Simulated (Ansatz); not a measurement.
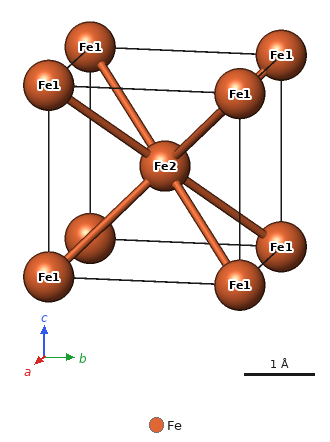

**Figure 1.** The structure as given in the input (ball-and-stick view of the cell of the calculation, seen slightly off an axis; atoms are numbered from 1 in the order of the input). Near neighbours in the crystal (not all of them lie inside the picture): Fe has 8 Fe at 2.45 Å.

## What a change does: single-point calculation on Fe

System: Fe (Im-3m, 2 atoms in the cell).
Method of the first run: DFT, PBE, PAW with Ansatz's default frozen-core files, scalar-relativistic, spin-polarised (Ansatz 0.2.0).

Text and figures count atoms from 1; the logs count them from 0 in places.

**Input file, the first run**
```yaml
crystal:
  lattice:
    - [2.8313533229, 0.0, 0.0]
    - [0.0, 2.8313533229, 0.0]
    - [0.0, 0.0, 2.8313533229]
  atoms:
    - { symbol: Fe, position: [0.0, 0.0, 0.0], spin: 2.5 }
    - { symbol: Fe, position: [0.5, 0.5, 0.5], spin: 2.5 }
magnetization:
  spin_polarized: true
kpoints:
  mp_grid: { grid: [14, 14, 14] }
scf:
  occupations: { method: fermi_dirac, width: 0.1 }
hamiltonian:
  xc: pbe
  pseudopotentials: { kind: paw }
output:
  forces: true
  stress: true
  eigenvalues: true
```

Command:
```bash
ansatz run input.yaml --threads 3 --pin off --max-ram 9216MiB --backend cpu --events-out ev --progress --plain --runs-dir out
```

Hardware: 3 threads of Arm Neoverse V2, 24 GiB of memory available, shared host.

**Output, shortened to warnings, some set-up lines, iterations and results (the first run)**
```
Basis set: ecut = 420 eV, 461 PW (Γ), exchange–correlation on 40×40×40 points (8 copies of the dense FFT grid, shifted against one another)
Symmetry: 96 space group operations
k-points: 120 of 2744
Initial density: superposition of atomic densities (chi_scale 0.1, normalization cell)
[...]
SCF iter   1: F=—  HF=-8961.046611 eV  |F-HF|=—  |Δ(HF+E_count)|=         —  Δρ=8.22e-2 (↑8.22e-2 ↓6.68e-2)  dr2=2.83e0  dr2_m=1.92e-1  M=4.148 μB ∫|m|=4.209 μB  β_m=0.30  …
SCF iter   2: F=—  HF=-8960.059328 eV  |F-HF|=—  |Δ(HF+E_count)|=   9.87e-1  Δρ=3.69e-2 (↑1.94e-2 ↓3.69e-2)  dr2=3.47e-1  dr2_m=7.61e-2  M=4.300 μB ∫|m|=4.404 μB  β_m=0.37  …
SCF iter   3: F=—  HF=-8960.438516 eV  |F-HF|=—  |Δ(HF+E_count)|=   3.79e-1  Δρ=1.86e-2 (↑1.86e-2 ↓1.44e-2)  dr2=1.10e-2  dr2_m=4.87e-2  M=4.362 μB ∫|m|=4.522 μB  β_m=0.64  …
SCF iter   4: F=—  HF=-8960.923122 eV  |F-HF|=—  |Δ(HF+E_count)|=   4.85e-1  Δρ=1.57e-2 (↑1.57e-2 ↓3.60e-3)  dr2=4.42e-2  dr2_m=1.15e-2  M=4.368 μB ∫|m|=4.572 μB  β_m=0.82  …
SCF iter   5: F=—  HF=-8961.002901 eV  |F-HF|=—  |Δ(HF+E_count)|=   7.98e-2  Δρ=3.01e-3 (↑3.01e-3 ↓1.32e-3)  dr2=1.99e-3  dr2_m=3.37e-4  M=4.318 μB ∫|m|=4.543 μB  β_m=0.81  …
SCF iter   6: F=—  HF=-8961.002529 eV  |F-HF|=—  |Δ(HF+E_count)|=   3.72e-4  Δρ=3.36e-4 (↑3.10e-4 ↓3.36e-4)  dr2=3.36e-5  dr2_m=4.44e-6  M=4.322 μB ∫|m|=4.552 μB  β_m=0.82  …
SCF iter   7: F=—  HF=-8961.002577 eV  |F-HF|=—  |Δ(HF+E_count)|=   4.79e-5  Δρ=5.94e-5 (↑5.94e-5 ↓3.09e-5)  dr2=2.31e-7  dr2_m=3.92e-7  M=4.323 μB ∫|m|=4.554 μB  β_m=0.91  …
SCF iter   8: F=—  HF=-8961.002579 eV  |F-HF|=—  |Δ(HF+E_count)|=   1.74e-6  Δρ=1.39e-5 (↑5.15e-6 ↓1.39e-5)  dr2=3.19e-8  dr2_m=6.71e-9  M=4.323 μB ∫|m|=4.554 μB  β_m=0.96  …
SCF iter   9: F=-8961.002579 eV  HF=-8961.002579 eV  |F-HF|=2.22e-8  |Δ(HF+E_count)|=   1.18e-8  Δρ=7.78e-6 (↑7.78e-6 ↓6.19e-6)  dr2=2.79e-8  dr2_m=3.83e-10  M=4.323 μB …
SCF 1 converged in 9 iterations: F = -8961.002579 eV  dr2 = 2.79e-8
SCF converged after 9 iterations
Magnetization: 4.3231 μB (18.1615 up, 13.8385 down)
Absolute magnetization: 4.5539 μB (∫|ρ↑−ρ↓|, with the PAW one-centre terms)
Spin contamination: 0.0732 ħ² per cell (⟨S²⟩ above its minimum at these occupations)
Per-site moments (μB) at R_I (Å): [(2.2076699457815945, 1.011459860697365), (2.2076699457815945, 1.011459860697365)]
Free energy (F): -8961.002579 eV
Harris-Foulkes:  -8961.002579 eV  (|F-HF|=2.22e-8)
Internal energy: -8960.941941 eV  (E = F + TS)
E sigma→0 (E₀):  -8960.972260 eV
Entropy (-TS):   -0.060638 eV (-30.319 meV/atom)
Fermi energy:    18.580651 eV
--- Per-component energies (eV) ---
  E_band       = -422.506849
  E_kinetic    = 701.155968
  E_local      = -4125.454419  (includes V_loc(G=0)·N_el)
  E_nonlocal   = 436.674740
  E_hartree    = 1733.130945
  E_xc         = -235.899524
  E_vxc        = -303.775593  (∫ρ·V_xc dr)
  E_paw        = -2732.414646  (= ΣΔE_a)
  E_vpaw       = -597.385506  (= ΣTr[D̂ρ^β])
  E_aug_tail   = 0.001982  (compensation charges beyond the density's cutoff)
  E_ewald      = -4738.136986
  E_smearing   = -0.060638  (= −TS)
  E_closure    = -0.000000  (closes the sum)
  Σ components = -8961.002579   (vs F -8961.002579, Δ=0.00e0)
--- Forces (eV/Å), atoms counted from 1 ---
  atom   1  Fe    -0.00000000    -0.00000000    -0.00000000
  atom   2  Fe    -0.00000000    -0.00000000     0.00000000
  max |Σ_I F_I| component: 9.70e-30 eV/Å
--- Stress (GPa, compression-positive) ---
        0.097430       0.000000       0.000000
        0.000000       0.097430       0.000000
        0.000000      -0.000000       0.097430
  P = ⅓ Tr σ = 0.0974 GPa (0.974 kbar)
```

For the second run the input was changed thus:
```diff
-  pseudopotentials: { kind: paw }
+  pseudopotentials: { kind: all_electron, lapw: { basis_error: 0.001 } }
```

What does this change do to the results?

The total energies belong to different models, so their difference says nothing on which is more stable or more accurate. The pressure goes from 0.10 to −0.09 GPa. The SCF takes 10 iterations against 9. The plane waves at Γ go from 461 to 257. On the same kind of shared host the second run took about 6.1 times as long.

**Output, shortened to warnings, some set-up lines, iterations and results (the second run)**
```
Basis set: ecut = 316.3967801926338 eV, 257 PW (Γ), exchange–correlation at level 2
Symmetry: 96 space group operations
k-points: 120 of 2744
Initial density: superposition of atomic densities (chi_scale 0.1, normalization cell)
[...]
SCF iter   1: F=—  HF=-69268.030540 eV  |F-HF|=—  |Δ(HF+E_count)|=         —  Δρ=1.54e-2 (↑1.23e-2 ↓1.54e-2)  dr2=1.29e-2  dr2_m=3.29e-2  M=4.455 μB ∫|m|=4.517 μB  β_m=0.30  …
SCF iter   2: F=—  HF=-69268.118752 eV  |F-HF|=—  |Δ(HF+E_count)|=   8.82e-2  Δρ=1.06e-2 (↑8.09e-3 ↓1.06e-2)  dr2=3.91e-3  dr2_m=1.61e-2  M=4.471 μB ∫|m|=4.564 μB  β_m=0.40  …
SCF iter   3: F=—  HF=-69268.188395 eV  |F-HF|=—  |Δ(HF+E_count)|=   6.96e-2  Δρ=7.20e-3 (↑5.65e-3 ↓7.20e-3)  dr2=1.86e-3  dr2_m=7.61e-3  M=4.411 μB ∫|m|=4.547 μB  β_m=0.66  …
SCF iter   4: F=—  HF=-69268.241521 eV  |F-HF|=—  |Δ(HF+E_count)|=   5.31e-2  Δρ=6.44e-4 (↑6.32e-4 ↓6.44e-4)  dr2=2.92e-5  dr2_m=7.32e-5  M=4.319 μB ∫|m|=4.542 μB  β_m=0.76  …
SCF iter   5: F=—  HF=-69268.244705 eV  |F-HF|=—  |Δ(HF+E_count)|=         —  Δρ=6.28e-5 (↑5.11e-5 ↓6.28e-5)  dr2=1.01e-7  dr2_m=6.38e-7  M=4.319 μB ∫|m|=4.548 μB  β_m=0.88  …
SCF iter   6: F=—  HF=-69268.244832 eV  |F-HF|=—  |Δ(HF+E_count)|=   1.27e-4  Δρ=6.03e-5 (↑4.46e-5 ↓6.03e-5)  dr2=8.25e-8  dr2_m=5.47e-7  M=4.316 μB ∫|m|=4.546 μB  β_m=0.94  …
SCF iter   7: F=—  HF=-69268.244850 eV  |F-HF|=—  |Δ(HF+E_count)|=   1.73e-5  Δρ=1.19e-4 (↑1.19e-4 ↓7.46e-5)  dr2=3.87e-7  dr2_m=1.86e-6  M=4.309 μB ∫|m|=4.540 μB  β_m=0.97  …
SCF iter   8: F=—  HF=-69268.244867 eV  |F-HF|=—  |Δ(HF+E_count)|=   1.71e-5  Δρ=1.33e-5 (↑1.33e-5 ↓1.05e-5)  dr2=1.22e-9  dr2_m=2.91e-8  M=4.311 μB ∫|m|=4.541 μB  β_m=0.97  …
SCF iter   9: F=—  HF=-69268.244869 eV  |F-HF|=—  |Δ(HF+E_count)|=   1.94e-6  Δρ=2.30e-7 (↑2.30e-7 ↓1.77e-7)  dr2=5.57e-12  dr2_m=5.99e-12  M=4.312 μB ∫|m|=4.542 μB  β_m=0.94 …
SCF iter  10: F=-69268.244869 eV  HF=-69268.244869 eV  |F-HF|=0.00e0  |Δ(HF+E_count)|=   4.76e-8  Δρ=9.73e-8 (↑8.70e-8 ↓9.73e-8)  dr2=4.81e-13  dr2_m=1.55e-12  M=4.312 μB …
SCF 1 converged in 10 iterations: F = -69268.244869 eV  dr2 = 4.81e-13
SCF converged after 10 iterations
Magnetization: 4.3122 μB (18.1561 up, 13.8439 down)
Absolute magnetization: 4.5419 μB (∫|ρ↑−ρ↓|)
Spin contamination: 0.0735 ħ² per cell (⟨S²⟩ above its minimum at these occupations)
Per-site moments (μB) at R_I (Å): [(2.210298649745356, 1.2260119340914375), (2.210298649745356, 1.2260119340914375)]
Free energy (F): -69268.244869 eV
Harris-Foulkes:  -69268.244869 eV  (|F-HF|=0.00e0)
Internal energy: -69268.184307 eV  (E = F + TS)
E sigma→0 (E₀):  -69268.214588 eV
Entropy (-TS):   -0.060562 eV (-30.281 meV/atom)
Fermi energy:    18.704672 eV
--- Per-component energies (eV) ---
  E_band       = -418.611057
  E_kinetic    = 70222.035905
  E_xc         = -3045.340492
  E_electrostatic = -136444.879720  (all electrons and nuclei)
  E_smearing   = -0.060562  (= −TS)
  E_closure    = 0.000000  (closes the sum)
  E_atoms      = -69250.009230  (free atoms, spherical and without spin; not in F)
  Σ components = -69268.244869   (vs F -69268.244869, Δ=0.00e0)
  Basis errors (estimates in eV, not in F): energy 2.6e-4 per atom: plane waves 2.3e-4 (1.2e-4 summed), levels above the bands 8.1e-41, relativity 4.8e-9, radial functions 3.3e-5, core shells 6.4e-9; eigenvalues (radial functions only) 7.1e-7; not estimated: angular momenta, meshes, grids; target …
--- Forces (eV/Å), atoms counted from 1 ---
  atom   1  Fe     0.00000000     0.00000000    -0.00000000
  atom   2  Fe    -0.00000000     0.00000000     0.00000000
  max |Σ_I F_I| component: 7.49e-30 eV/Å
--- Stress (GPa, compression-positive) ---
       -0.091568       0.000000       0.000000
        0.000000      -0.091568       0.000000
        0.000000       0.000000      -0.091568
  P = ⅓ Tr σ = -0.0916 GPa (-0.916 kbar)
```

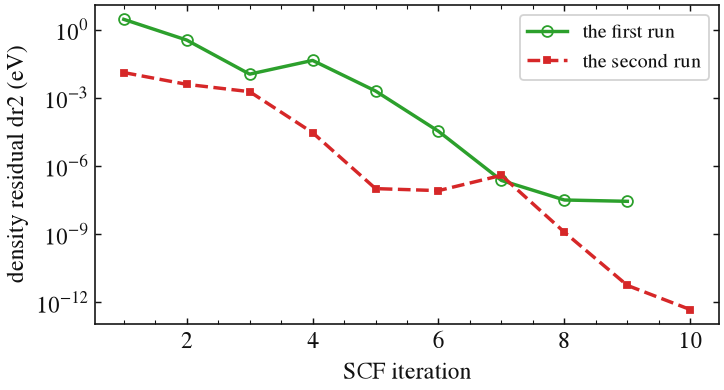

**Figure 2.** Convergence of the two runs: density residual dr2 against the SCF iteration. The first run takes 9 iterations in all, and the second run takes 10.

**The two runs side by side**

| quantity | the first run | the second run |
| --- | --- | --- |
| outcome | converged | converged |
| free energy per atom (eV) | −4480.5013 | −34634.1224 |
| energy per atom, smearing taken to zero (eV) | −4480.4861 | −34634.1073 |
| net moment of the cell (μB) | 4.32 | 4.31 |
| absolute moment of the cell (μB) | 4.55 | 4.54 |
| pressure (GPa) | 0.10 | −0.09 |
| largest force (eV/Å) | 0.000 | 0.000 |
| SCF iterations | 9 | 10 |
| irreducible k-points | 120 | 120 |
| plane waves at Γ | 461 | 257 |
| wall time (shared host) | 3.6 s | 22 s |
